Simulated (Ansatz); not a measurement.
**SiO₂: geometry relaxation (part 1 of 2)**

SiO₂ (I4/mmm, 12 atoms in the cell), computed with DFT LDA, scalar-relativistic, plane waves, PAW, no spin polarisation (Ansatz 0.2.0).

The structure derives from a Materials Project entry.

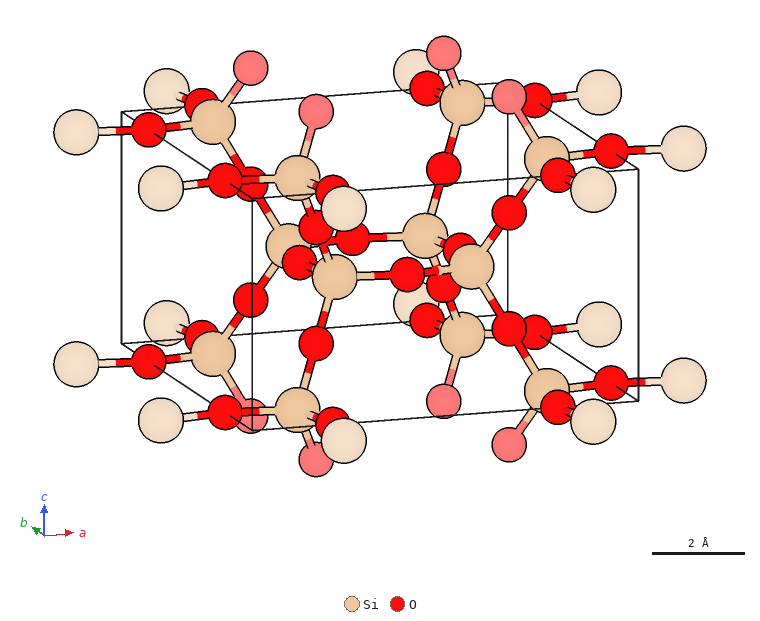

Figure 1. The starting structure (ball-and-stick view of the cell 2 times as large as that of the calculation, set on its symmetry axes, seen slightly off an axis; neighbours outside the cell are drawn fainter). An atom can appear more than once, as a periodic image.

### Results in brief

```tsv
quantity	value
outcome	converged
space group (tolerance 0.01 Å)	I4/mmm (139)
electrons treated	64
free energy	−6890.5727 eV
Fermi energy	2.395 eV
gap on the k-point mesh	5.35 eV
pressure	0.00 GPa
final volume	207.02 Å³
largest force (length of the vector) at the end	under 0.001 eV/Å
final cell	a = 6.819 Å, b = 6.819 Å, c = 6.819 Å, α = 98.41°, β = 98.41°, γ = 135.04°
hardware	2 threads of Intel Xeon (Sapphire Rapids), 32 GiB of memory available, shared host
wall time	43 s (CPU time 85 s)
peak memory	0.63 GiB
```

### Input file
```yaml
crystal:
  lattice:
    - [-4.47204052, 4.47204052, 2.61177035]
    - [4.47204052, -4.47204052, 2.61177035]
    - [4.47204052, 4.47204052, -2.61177035]
  atoms:
    - { symbol: Si, position: [0.17688858, 0.17688858, 0.35377716] }
    - { symbol: Si, position: [0.82311142, 0.17688858, 0.0] }
    - { symbol: Si, position: [0.17688858, 0.82311142, 0.0] }
    - { symbol: Si, position: [0.82311142, 0.82311142, 0.64622284] }
    - { symbol: O, position: [0.5, 0.5, 0.5] }
    - { symbol: O, position: [0.0, 0.5, 0.0] }
    - { symbol: O, position: [0.5, 0.0, 0.0] }
    - { symbol: O, position: [0.0, 0.0, 0.5] }
    - { symbol: O, position: [0.0, 0.20854866, 0.20854866] }
    - { symbol: O, position: [0.79145134, 0.0, 0.79145134] }
    - { symbol: O, position: [0.20854866, 0.0, 0.20854866] }
    - { symbol: O, position: [0.0, 0.79145134, 0.79145134] }
basis:
  ecutwfc: 420
kpoints:
  mp_grid: { grid: [6, 6, 6] }
hamiltonian:
  xc: lda
scf:
  occupations: { method: gaussian, width: 0.02 }
output:
  forces: true
  stress: true
  eigenvalues: true
  write_density: true
  write_potential: true
  elf: true
  volumetric_format: npy
relax:
  adjacent_minimum: "off"
  f_tol: 0.005
  max_steps: 80
  cell: { stress_tol: 0.05 }
```

Launched with:
```bash
ansatz run input.yaml --threads 2 --pin off --max-ram 5120MiB --backend cpu --events-out ev --progress --plain --runs-dir out
```

### What the program printed
```
Engine: ansatz 0.2.0, x86_64-unknown-linux-gnu
Pseudopotentials: kind: paw
Pseudopotential: Si, paw, valence charge 4, recommended cutoff 420 eV (normal), Si.paw.azcp
Pseudopotential: O, paw, valence charge 6, recommended cutoff 420 eV (normal), O.paw.azcp
Functional definition: SPW92
  exchange = slater_x
  correlation = pw_c
Crystal: 12 atoms, lattice volume = 208.933 Å³
Basis set: ecut = 420 eV, 4053 PW (Γ)
Bands: 44, of which v1, the nominal top of the filled ones, is band 32 counted from 1 (31 counted from 0)
Symmetry: 16 space group operations
Space group: I4/mmm (ITA 139), of the structure as read, at distance tolerance 5.9e-5 Å
k-points: 30 of 216
Non-local potential: Si, projectors of the file, l = 0: 2, l = 1: 2, l = 2: 2
Non-local potential: O, projectors of the file, l = 0: 2, l = 1: 2, l = 2: 1
PAW form: soft (Blöchl's): semilocal exchange-correlation on the pseudo side does not see the compensation charge
PAW frozen core: Si, regenerated for the run's functional, and the local potential with it (the file was generated under x = pbe(κ = 0.804, μ = 0.2195149727645171), c = pbe(β = 0.06672455060314922))
PAW frozen core: O, regenerated for the run's functional, and the local potential with it (the file was generated under x = pbe(κ = 0.804, μ = 0.2195149727645171), c = pbe(β = 0.06672455060314922))
PAW one-centre angular grid: Si, 110 points (default); XC on 64 Gauss nodes
PAW one-centre angular grid: O, 110 points (default); XC on 64 Gauss nodes
Initial density: superposition of atomic densities (neutral atoms: chi_scale 0, normalization atom), corrected by the library's trained network
Initial wavefunctions: pseudopotential atomic-orbital guess
Functional: x = slater, c = lda
SCF iter   1: F=—  HF=-6890.641007 eV  |F-HF|=—  |Δ(HF+E_count)|=         —  Δρ=1.18e-2  dr2=2.57e-1  ethr=1.77e-3  ⟨swp⟩=7.8  Hψ=7154  notcnv=0  defer=18
preconditioner: auto → Resta (q_TF=auto, 2.240 Å⁻¹)  ε∞=2.6  [insulator: Δε(μ)=5.130 eV  Ē_g=16.121 eV  σ=0.020 eV  W_gap=1.00  n_scr=44 (ndim 8)  ℏωp=20.6 eV  f_vac=0.343  D(μ)=0.00/eV (n_scr^D=0)  ε∞_Penn≈2.6]
SCF iter   2: F=—  HF=-6890.567015 eV  |F-HF|=—  |Δ(HF+E_count)|=   7.40e-2  Δρ=3.18e-3  dr2=6.42e-3  ethr=4.02e-4  ⟨swp⟩=2.6  Hψ=2519  notcnv=0  defer=170
SCF iter   3: F=—  HF=-6890.565272 eV  |F-HF|=—  |Δ(HF+E_count)|=   1.74e-3  Δρ=1.34e-3  dr2=1.96e-3  ethr=1.00e-5  ⟨swp⟩=2.1  Hψ=1982  notcnv=0  defer=170
SCF iter   4: F=—  HF=-6890.564848 eV  |F-HF|=—  |Δ(HF+E_count)|=   4.25e-4  Δρ=4.20e-4  dr2=2.26e-4  ethr=3.06e-6  ⟨swp⟩=2.0  Hψ=1350  notcnv=0  defer=170
SCF iter   5: F=—  HF=-6890.564830 eV  |F-HF|=—  |Δ(HF+E_count)|=   1.77e-5  Δρ=9.28e-5  dr2=1.47e-5  ethr=3.54e-7  ⟨swp⟩=2.2  Hψ=1984  notcnv=0  defer=170
SCF iter   6: F=—  HF=-6890.564848 eV  |F-HF|=—  |Δ(HF+E_count)|=   1.74e-5  Δρ=2.28e-5  dr2=1.01e-6  ethr=2.30e-8  ⟨swp⟩=2.0  Hψ=1840  notcnv=0  defer=170
SCF iter   7: F=-6890.564849 eV  HF=-6890.564848 eV  |F-HF|=1.73e-7  |Δ(HF+E_count)|=   7.63e-7  Δρ=4.33e-6  dr2=5.83e-8  ethr=1.56e-10  ⟨swp⟩=17.9  Hψ=11392  notcnv=0
SCF 1 converged in 7 iterations: F = -6890.564849 eV  dr2 = 5.83e-8
  greatest PAW one-centre occupation: 0.855 electrons in one spin orbital (limit 2), on the O atom at site 11 (counted from 0), in its partial waves of l = 0
relax step   1: F+E_penalty+E_count = -6890.56484856 eV  Δ(F+E_penalty+E_count) = +0.000e0 eV  max|allowed force component| = 3.479e-2 eV/Å  Δτ_max = 0.0000 Å  P = -1.283 GPa  Ω = 208.933 Å³  (7 SCF iters, dr2 threshold 1.00e-7 eV, accepted)
Crystal: 12 atoms, lattice volume = 208.055 Å³
Initial density: handed on by an earlier stage of this run
Initial wavefunctions: those handed on with the density
iter 1 solved again at ethr=2.59e-6 eV; its pass at ethr=3.10e-3 eV (dr2=1.66e-3 eV) is discarded
SCF iter   1: F=—  HF=-6890.574026 eV  |F-HF|=—  |Δ(HF+E_count)|=         —  Δρ=8.64e-4  dr2=1.44e-3  ethr=2.59e-6  ⟨swp⟩=3.1  Hψ=4286  notcnv=0
preconditioner: auto → Resta (q_TF=auto, 2.242 Å⁻¹)  ε∞=2.6  [insulator: Δε(μ)=5.353 eV  Ē_g=16.305 eV  σ=0.020 eV  W_gap=1.00  n_scr=44 (ndim 8)  ℏωp=20.6 eV  f_vac=0.334  D(μ)=0.00/eV (n_scr^D=0)  ε∞_Penn≈2.6]
SCF iter   2: F=—  HF=-6890.573565 eV  |F-HF|=—  |Δ(HF+E_count)|=   4.61e-4  Δρ=2.84e-4  dr2=1.37e-4  ethr=2.25e-6  ⟨swp⟩=2.0  Hψ=2040  notcnv=0
SCF iter   3: F=—  HF=-6890.573536 eV  |F-HF|=—  |Δ(HF+E_count)|=   2.92e-5  Δρ=1.22e-4  dr2=4.34e-5  ethr=2.14e-7  ⟨swp⟩=2.0  Hψ=2097  notcnv=0
SCF iter   4: F=—  HF=-6890.573521 eV  |F-HF|=—  |Δ(HF+E_count)|=   1.52e-5  Δρ=1.83e-5  dr2=1.26e-6  ethr=6.78e-8  ⟨swp⟩=3.3  Hψ=2564  notcnv=0
SCF iter   5: F=-6890.573522 eV  HF=-6890.573522 eV  |F-HF|=2.05e-7  |Δ(HF+E_count)|=   1.45e-6  Δρ=1.61e-5  dr2=4.09e-7  ethr=1.87e-9  ⟨swp⟩=14.3  Hψ=11305  notcnv=0
SCF 2 converged in 5 iterations: F = -6890.573522 eV  dr2 = 4.09e-7
  greatest PAW one-centre occupation: 0.856 electrons in one spin orbital (limit 2), on the O atom at site 11 (counted from 0), in its partial waves of l = 0
relax step   2: F+E_penalty+E_count = -6890.57352192 eV  Δ(F+E_penalty+E_count) = -8.673e-3 eV  max|allowed force component| = 2.086e-2 eV/Å  Δτ_max = 0.0008 Å  P = -0.657 GPa  Ω = 208.055 Å³  energy of the carried Pulay correction = +3.338e-3 eV  (5 SCF iters, dr2 threshold 1.20e-6 eV, accepted)
Crystal: 12 atoms, lattice volume = 207.123 Å³
Basis set: ecut = 420 eV, 4037 PW (Γ)
iter 1 solved again at ethr=2.93e-6 eV; its pass at ethr=3.10e-3 eV (dr2=1.88e-3 eV) is discarded
SCF iter   1: F=—  HF=-6890.579604 eV  |F-HF|=—  |Δ(HF+E_count)|=         —  Δρ=9.11e-4  dr2=1.61e-3  ethr=2.93e-6  ⟨swp⟩=4.1  Hψ=5000  notcnv=0
preconditioner: auto → Resta (q_TF=auto, 2.243 Å⁻¹)  ε∞=2.6  [insulator: Δε(μ)=5.363 eV  Ē_g=16.341 eV  σ=0.020 eV  W_gap=1.00  n_scr=44 (ndim 8)  ℏωp=20.6 eV  f_vac=0.334  D(μ)=0.00/eV (n_scr^D=0)  ε∞_Penn≈2.6]
SCF iter   2: F=—  HF=-6890.579076 eV  |F-HF|=—  |Δ(HF+E_count)|=   5.28e-4  Δρ=2.95e-4  dr2=1.56e-4  ethr=2.52e-6  ⟨swp⟩=2.0  Hψ=2043  notcnv=0
SCF iter   3: F=—  HF=-6890.579025 eV  |F-HF|=—  |Δ(HF+E_count)|=   5.10e-5  Δρ=1.26e-4  dr2=4.88e-5  ethr=2.44e-7  ⟨swp⟩=2.0  Hψ=2061  notcnv=0
SCF iter   4: F=—  HF=-6890.579010 eV  |F-HF|=—  |Δ(HF+E_count)|=   1.53e-5  Δρ=2.02e-5  dr2=1.55e-6  ethr=7.63e-8  ⟨swp⟩=3.1  Hψ=2384  notcnv=0
SCF iter   5: F=-6890.579011 eV  HF=-6890.579012 eV  |F-HF|=5.05e-7  |Δ(HF+E_count)|=   1.96e-6  Δρ=2.30e-5  dr2=8.19e-7  ethr=1.87e-9  ⟨swp⟩=14.6  Hψ=11555  notcnv=0
SCF 3 converged in 5 iterations: F = -6890.579011 eV  dr2 = 8.19e-7
relax step   3: F+E_penalty+E_count = -6890.57901131 eV  Δ(F+E_penalty+E_count) = -5.489e-3 eV  max|allowed force component| = 1.018e-2 eV/Å  Δτ_max = 0.0011 Å  P = +0.014 GPa  Ω = 207.123 Å³  energy of the carried Pulay correction = +6.898e-3 eV  (5 SCF iters, dr2 threshold 1.20e-6 eV, accepted)
Crystal: 12 atoms, lattice volume = 207.108 Å³
iter 1 solved again at ethr=4.72e-8 eV; its pass at ethr=3.10e-3 eV (dr2=3.02e-5 eV) is discarded
SCF iter   1: F=—  HF=-6890.579093 eV  |F-HF|=—  |Δ(HF+E_count)|=         —  Δρ=1.22e-4  dr2=3.35e-5  ethr=4.72e-8  ⟨swp⟩=3.0  Hψ=5433  notcnv=0
preconditioner: auto → Resta (q_TF=auto, 2.243 Å⁻¹)  ε∞=2.6  [insulator: Δε(μ)=5.345 eV  Ē_g=16.327 eV  σ=0.020 eV  W_gap=1.00  n_scr=44 (ndim 8)  ℏωp=20.6 eV  f_vac=0.334  D(μ)=0.00/eV (n_scr^D=0)  ε∞_Penn≈2.6]
SCF iter   2: F=—  HF=-6890.579081 eV  |F-HF|=—  |Δ(HF+E_count)|=   1.19e-5  Δρ=5.26e-5  dr2=6.52e-6  ethr=4.72e-8  ⟨swp⟩=2.1  Hψ=1853  notcnv=0
SCF iter   3: F=—  HF=-6890.579074 eV  |F-HF|=—  |Δ(HF+E_count)|=   6.67e-6  Δρ=1.17e-5  dr2=1.73e-7  ethr=1.02e-8  ⟨swp⟩=2.1  Hψ=2034  notcnv=0
SCF iter   4: F=—  HF=-6890.579093 eV  |F-HF|=—  |Δ(HF+E_count)|=   1.83e-5  Δρ=3.57e-6  dr2=2.28e-8  ethr=2.70e-10  ⟨swp⟩=2.0  Hψ=2211  notcnv=0
SCF iter   5: F=-6890.579093 eV  HF=-6890.579093 eV  |F-HF|=1.58e-9  |Δ(HF+E_count)|=   3.89e-9  Δρ=1.27e-6  dr2=3.64e-9  ethr=1.01e-11  ⟨swp⟩=11.0  Hψ=8797  notcnv=0
SCF 4 converged in 5 iterations: F = -6890.579093 eV  dr2 = 3.64e-9
relax step   4: F+E_penalty+E_count = -6890.57909264 eV  Δ(F+E_penalty+E_count) = -8.132e-5 eV  max|allowed force component| = 6.824e-3 eV/Å  Δτ_max = 0.0014 Å  P = -0.002 GPa  Ω = 207.108 Å³  energy of the carried Pulay correction = +6.955e-3 eV  (5 SCF iters, dr2 threshold 6.48e-9 eV, accepted)
Crystal: 12 atoms, lattice volume = 207.107 Å³
iter 1 solved again at ethr=2.75e-9 eV; its pass at ethr=3.10e-3 eV (dr2=1.76e-6 eV) is discarded
SCF iter   1: F=—  HF=-6890.579103 eV  |F-HF|=—  |Δ(HF+E_count)|=         —  Δρ=2.74e-5  dr2=1.68e-6  ethr=2.75e-9  ⟨swp⟩=3.2  Hψ=5370  notcnv=0
preconditioner: auto → Resta (q_TF=auto, 2.243 Å⁻¹)  ε∞=2.6  [insulator: Δε(μ)=5.346 eV  Ē_g=16.328 eV  σ=0.020 eV  W_gap=1.00  n_scr=44 (ndim 8)  ℏωp=20.6 eV  f_vac=0.334  D(μ)=0.00/eV (n_scr^D=0)  ε∞_Penn≈2.6]
SCF iter   2: F=—  HF=-6890.579103 eV  |F-HF|=—  |Δ(HF+E_count)|=   4.73e-7  Δρ=1.47e-5  dr2=5.36e-7  ethr=2.62e-9  ⟨swp⟩=1.5  Hψ=1647  notcnv=0
SCF iter   3: F=—  HF=-6890.579103 eV  |F-HF|=—  |Δ(HF+E_count)|=   1.70e-7  Δρ=5.63e-6  dr2=4.97e-8  ethr=8.37e-10  ⟨swp⟩=2.2  Hψ=2036  notcnv=0
SCF iter   4: F=—  HF=-6890.579103 eV  |F-HF|=—  |Δ(HF+E_count)|=   1.15e-8  Δρ=1.35e-6  dr2=3.93e-9  ethr=7.77e-11  ⟨swp⟩=2.0  Hψ=2209  notcnv=0
SCF iter   5: F=-6890.579103 eV  HF=-6890.579103 eV  |F-HF|=1.89e-10  |Δ(HF+E_count)|=   1.94e-9  Δρ=3.95e-7  dr2=3.70e-10  ethr=4.55e-12  ⟨swp⟩=9.3  Hψ=8100  notcnv=0
SCF 5 converged in 5 iterations: F = -6890.579103 eV  dr2 = 3.70e-10
relax step   5: F+E_penalty+E_count = -6890.57910269 eV  Δ(F+E_penalty+E_count) = -1.005e-5 eV  max|allowed force component| = 1.316e-3 eV/Å  Δτ_max = 0.0003 Å  P = +0.000 GPa  Ω = 207.107 Å³  energy of the carried Pulay correction = +6.960e-3 eV  (5 SCF iters, dr2 threshold 2.91e-9 eV, accepted)
Initial wavefunctions: pseudopotential atomic-orbital guess (no wavefunctions were taken with the density)
iter 1 solved again at ethr=3.82e-7 eV; its pass at ethr=3.10e-3 eV (dr2=2.45e-4 eV) is discarded
SCF iter   1: F=—  HF=-6890.572810 eV  |F-HF|=—  |Δ(HF+E_count)|=         —  Δρ=7.34e-5  dr2=1.67e-6  ethr=3.82e-7  ⟨swp⟩=4.3  Hψ=10487  notcnv=0
preconditioner: auto → Resta (q_TF=auto, 2.243 Å⁻¹)  ε∞=2.6  [insulator: Δε(μ)=5.346 eV  Ē_g=16.328 eV  σ=0.020 eV  W_gap=1.00  n_scr=44 (ndim 8)  ℏωp=20.6 eV  f_vac=0.335  D(μ)=0.00/eV (n_scr^D=0)  ε∞_Penn≈2.6]
SCF iter   2: F=—  HF=-6890.572826 eV  |F-HF|=—  |Δ(HF+E_count)|=   1.60e-5  Δρ=3.37e-5  dr2=4.40e-7  ethr=2.61e-9  ⟨swp⟩=2.0  Hψ=2213  notcnv=0
SCF iter   3: F=—  HF=-6890.572826 eV  |F-HF|=—  |Δ(HF+E_count)|=   4.48e-8  Δρ=1.40e-5  dr2=4.86e-8  ethr=6.88e-10  ⟨swp⟩=2.1  Hψ=2030  notcnv=0
SCF iter   4: F=—  HF=-6890.572826 eV  |F-HF|=—  |Δ(HF+E_count)|=   1.54e-8  Δρ=4.86e-7  dr2=3.30e-10  ethr=7.60e-11  ⟨swp⟩=2.0  Hψ=2280  notcnv=0
SCF iter   5: F=-6890.572826 eV  HF=-6890.572826 eV  |F-HF|=4.00e-11  |Δ(HF+E_count)|=  1.06e-10  Δρ=2.00e-7  dr2=5.58e-11  ethr=1.00e-12  ⟨swp⟩=8.6  Hψ=6909  notcnv=0
SCF 6 converged in 5 iterations: F = -6890.572826 eV  dr2 = 5.58e-11
relax step   6: F+E_penalty+E_count = -6890.57282640 eV  Δ(F+E_penalty+E_count) = +6.276e-3 eV  max|allowed force component| = 1.395e-3 eV/Å  Δτ_max = 0.0000 Å  P = -0.054 GPa  Ω = 207.107 Å³  stress off target by 5.99e-2 GPa  SCF on the basis re-selected at this cell (its energy is not comparable with the rows above)  (5 SCF iters)
basis re-selected at this cell: Δ(F+E_penalty+E_count) = +6.276e-3 eV, ΔP = -0.054 GPa vs the last step (what re-selecting the basis moved, of the pressure what is left beyond the Pulay correction that the steps carried, after the strain that the cell walked since its last selection, with what the two solves' SCF thresholds leave and, on support functions, any second-order correction that the steps lacked; it is no measure of the basis error at this ecutwfc). This SCF's stress stands 5.99e-2 GPa from its target on what of the cell is left free (relax.cell.stress_tol is 5.00e-2 GPa) and its largest allowed force component is 1.40e-3 eV/Å (relax.f_tol is 5.00e-3 eV/Å): not within both, so this SCF does not close the relaxation
Crystal: 12 atoms, lattice volume = 207.024 Å³
iter 1 solved again at ethr=2.30e-8 eV; its pass at ethr=3.10e-3 eV (dr2=1.47e-5 eV) is discarded
SCF iter   1: F=—  HF=-6890.573148 eV  |F-HF|=—  |Δ(HF+E_count)|=         —  Δρ=8.10e-5  dr2=1.29e-5  ethr=2.30e-8  ⟨swp⟩=2.5  Hψ=4593  notcnv=0
preconditioner: auto → Resta (q_TF=auto, 2.243 Å⁻¹)  ε∞=2.6  [insulator: Δε(μ)=5.349 eV  Ē_g=16.331 eV  σ=0.020 eV  W_gap=1.00  n_scr=44 (ndim 8)  ℏωp=20.6 eV  f_vac=0.335  D(μ)=0.00/eV (n_scr^D=0)  ε∞_Penn≈2.6]
SCF iter   2: F=—  HF=-6890.573139 eV  |F-HF|=—  |Δ(HF+E_count)|=   9.23e-6  Δρ=2.92e-5  dr2=1.41e-6  ethr=2.02e-8  ⟨swp⟩=2.0  Hψ=2040  notcnv=0
SCF iter   3: F=—  HF=-6890.573155 eV  |F-HF|=—  |Δ(HF+E_count)|=   1.66e-5  Δρ=1.18e-5  dr2=3.74e-7  ethr=2.21e-9  ⟨swp⟩=2.0  Hψ=2208  notcnv=0
SCF iter   4: F=—  HF=-6890.573155 eV  |F-HF|=—  |Δ(HF+E_count)|=   1.07e-7  Δρ=1.77e-6  dr2=1.37e-8  ethr=5.84e-10  ⟨swp⟩=2.8  Hψ=2357  notcnv=0
SCF iter   5: F=-6890.573155 eV  HF=-6890.573155 eV  |F-HF|=9.35e-10  |Δ(HF+E_count)|=   1.33e-8  Δρ=7.25e-7  dr2=1.13e-9  ethr=1.40e-11  ⟨swp⟩=9.4  Hψ=8291  notcnv=0
SCF 7 converged in 5 iterations: F = -6890.573155 eV  dr2 = 1.13e-9
relax step   7: F+E_penalty+E_count = -6890.57315511 eV  Δ(F+E_penalty+E_count) = -3.287e-4 eV  max|allowed force component| = 5.195e-5 eV/Å  Δτ_max = 0.0004 Å  P = -0.001 GPa  Ω = 207.024 Å³  energy of the carried Pulay correction = +3.134e-4 eV  (5 SCF iters, dr2 threshold 8.98e-9 eV, accepted)
iter 1 solved again at ethr=3.97e-7 eV; its pass at ethr=3.10e-3 eV (dr2=2.54e-4 eV) is discarded
SCF iter   1: F=—  HF=-6890.572676 eV  |F-HF|=—  |Δ(HF+E_count)|=         —  Δρ=6.55e-6  dr2=2.20e-8  ethr=3.97e-7  ⟨swp⟩=4.3  Hψ=10508  notcnv=0
eigensolver tolerance schedule: the retry pair's looser diagonalisation over-reported the residual by 11582.50 of it (diagonalisation noise at an unbounded share of the residual, at the tolerance the schedule requests for it); recorded, not acted on — ethr = c·dr2/N_el stays at c = 1.0e-1
preconditioner: auto → Resta (q_TF=auto, 2.243 Å⁻¹)  ε∞=2.6  [insulator: Δε(μ)=5.347 eV  Ē_g=16.330 eV  σ=0.020 eV  W_gap=1.00  n_scr=44 (ndim 8)  ℏωp=20.6 eV  f_vac=0.335  D(μ)=0.00/eV (n_scr^D=0)  ε∞_Penn≈2.6]
SCF iter   2: F=—  HF=-6890.572692 eV  |F-HF|=—  |Δ(HF+E_count)|=   1.55e-5  Δρ=3.40e-6  dr2=1.19e-8  ethr=3.43e-11  ⟨swp⟩=4.2  Hψ=3601  notcnv=0
SCF iter   3: F=—  HF=-6890.572692 eV  |F-HF|=—  |Δ(HF+E_count)|=   1.94e-9  Δρ=1.87e-6  dr2=1.94e-9  ethr=1.86e-11  ⟨swp⟩=2.6  Hψ=2148  notcnv=0
SCF iter   4: F=—  HF=-6890.572692 eV  |F-HF|=—  |Δ(HF+E_count)|=  6.55e-10  Δρ=5.60e-7  dr2=4.19e-10  ethr=3.04e-12  ⟨swp⟩=2.0  Hψ=2075  notcnv=0
SCF iter   5: F=-6890.572692 eV  HF=-6890.572692 eV  |F-HF|=8.19e-12  |Δ(HF+E_count)|=  6.09e-11  Δρ=1.86e-7  dr2=4.96e-11  ethr=1.00e-12  ⟨swp⟩=7.9  Hψ=6644  notcnv=0
SCF 8 converged in 5 iterations: F = -6890.572692 eV  dr2 = 4.96e-11
relax step   8: F+E_penalty+E_count = -6890.57269187 eV  Δ(F+E_penalty+E_count) = +4.632e-4 eV  max|allowed force component| = 5.517e-5 eV/Å  Δτ_max = 0.0000 Å  P = -0.002 GPa  Ω = 207.024 Å³  stress off target by 2.93e-3 GPa  SCF on the basis re-selected at this cell (its energy is not comparable with the rows above)  (5 SCF iters)
```

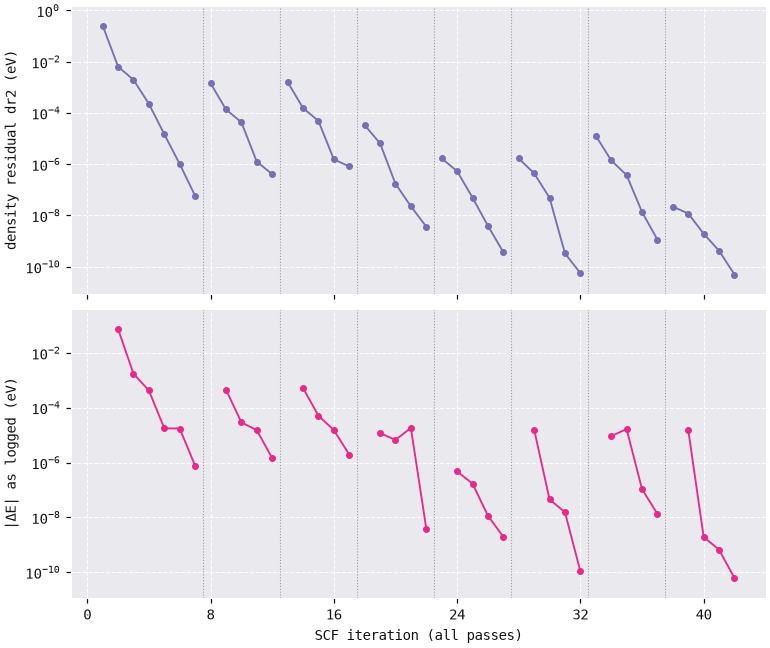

Figure 2. Convergence of the self-consistent field: density residual dr2 and size of the energy change against the SCF iteration. The dotted lines part the SCF passes of the relaxation: geometry steps, rejected trials and re-solves on a re-selected basis. The 8 passes take 5 to 7 iterations each, 42 in all.
